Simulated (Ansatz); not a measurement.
```xyz
4
Lattice="-4.1653 -0.2496 0.0000 0.0000 0.0000 -4.3661 1.7232 -5.9490 0.0000" Properties=species:S:1:pos:R:3 pbc="T T T"
Pb   -2.2095   -4.6775    0.0000
Pb   -0.2769   -1.6529   -2.1831
S    -2.0801   -1.7577    0.0000
S    -0.3178   -4.3091   -2.1831
```

Space group Pm; a structure from a database of computed crystals, not necessarily the ambient phase; changed on purpose from its base cell (strained and moved within a subgroup); not relaxed (largest force 0.5 eV/Å).

Theory: DFT PBE, scalar-relativistic, plane waves, PAW in Ansatz.

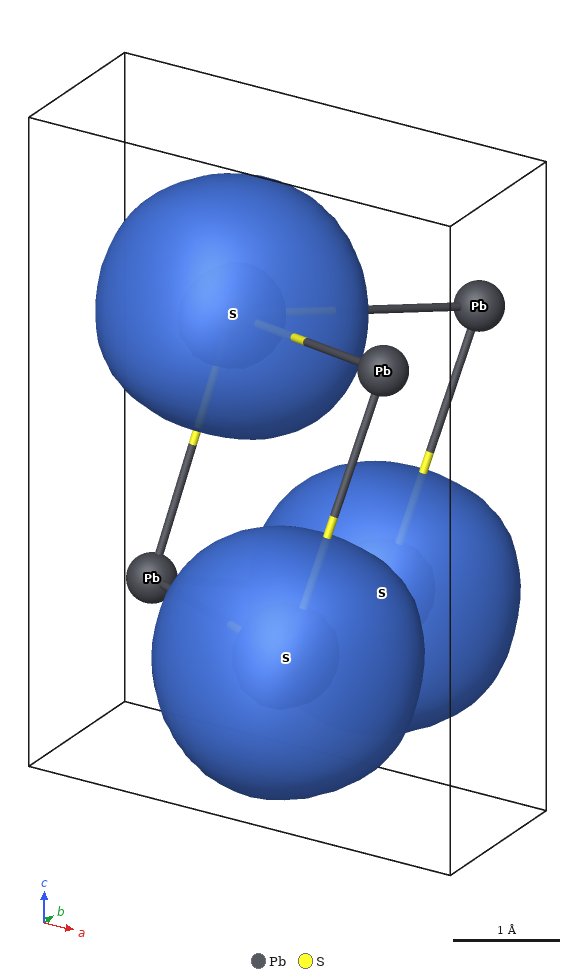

PbS. Isosurface of the ELF at 0.65 (blue), seen slightly off an axis. Only the valence region is drawn (cores and ρ < 0.01 e/Å³ removed). Sticks mark near contacts.

In a PAW calculation such maps are meaningful between the atoms, not at the nuclei.

What do the ELF domains correspond to?

Answer. At this value the surface marks out two regions wrapped around S (the valence shell of each), counted in one cell of 4 atoms. Any copies at cell faces, edges or corners count once.

Values along the shortest contacts:
Pb–S (2.66 Å): the ELF peaks at about 0.85 in the valence shell of S, 0.8 Å from its nucleus, and drops to about 0.25 between the two atoms. Pb–S (2.83 Å): the ELF peaks at about 0.85 in the valence shell of S, 0.8 Å from its nucleus, and drops to about 0.25 between the two atoms.

Does the calculation give a band gap?

Answer. It is gapped, with a Kohn–Sham gap of 0.95 eV on the k-point mesh, an upper bound to the gap of this method.
